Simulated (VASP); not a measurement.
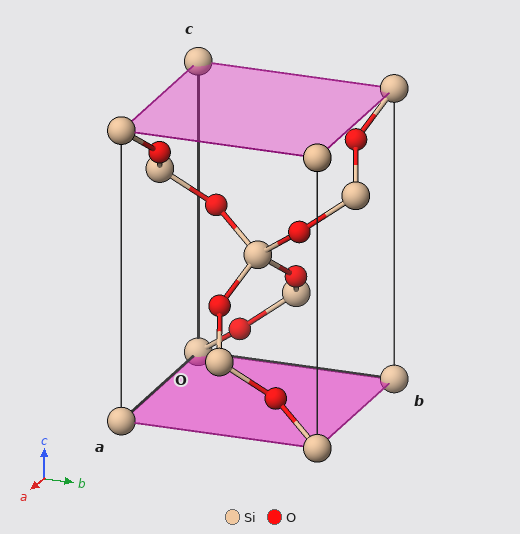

Crystal: SiO2, a cell listed in the Materials Project, as set up for an electronic-structure calculation. Every member of one family of equally spaced planes, hx + ky + lz = a whole number, that cuts the unit cell is shaded (one member passes through the origin O). All values are computed from the atomic coordinates in the standard setting (tolerance 0.002 Å).

a = 4.955 Å, b = 4.955 Å, c = 7.311 Å, α = 90.00°, β = 90.00°, γ = 90.00°.

Question: Which (hkl) family is drawn?

Answer: (0 0 1); the opposite sign names the same planes. The member next to the origin meets the axes a never, b never, c at 1.

Question: What is the spacing?

Answer: d = 7.311 Å.

Question: Which atoms of the cell lie in these planes (within 0.03 Å)?

Answer: 1 of the 4 Si.
